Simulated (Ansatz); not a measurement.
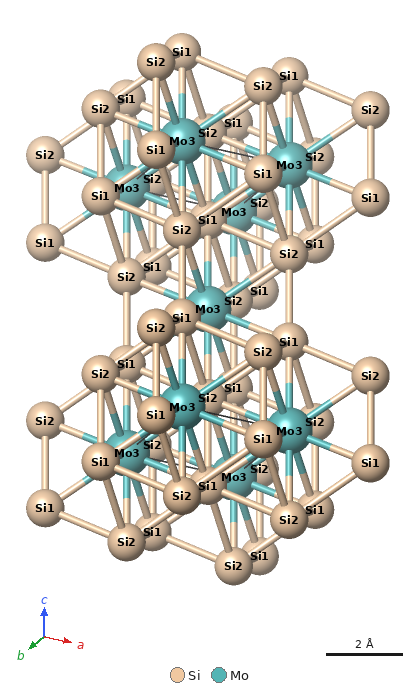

The starting point is crystalline Si$_{2}$Mo (built on the Si2Mo-type type). Style: ball-and-stick. Shown: the conventional cell (2 times the calculation's cell), from a free direction. Lengths and directions refer to the drawn axes.

Level of theory: Ansatz 0.2.0, DFT r2SCAN, scalar-relativistic, plane waves, PAW. Settings: plane-wave cutoff 500 eV; k-point mesh 14 × 14 × 14; occupations gaussian; smearing width 0.05 eV; no spin polarisation.

The variant: The cell is strained by +2.0 % along a and none across it (volume +2.0 %), the atoms keeping their fractional coordinates. No relaxation follows.

Predict the response.

Answer. Among the bonded contacts that change: Mo–Si 2.605 → 2.625 Å, Si–Si 2.628 → 2.647 Å. The space group (tolerance 0.01 Å) goes from I4/mmm (No. 139) to Immm (No. 71). It costs 6.8 meV per atom. Pressure: 0.0 GPa before, −4.0 GPa after. The principal stresses (compression positive) are −1.7 GPa along c, −2.1 GPa along b, −8.0 GPa along a. The largest forces, 0.042 eV/Å, act on Si1 and Si2. Both are metals.

The changed structure in the same view:

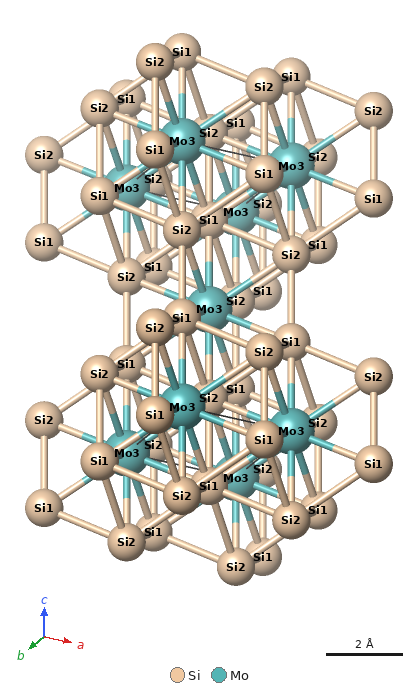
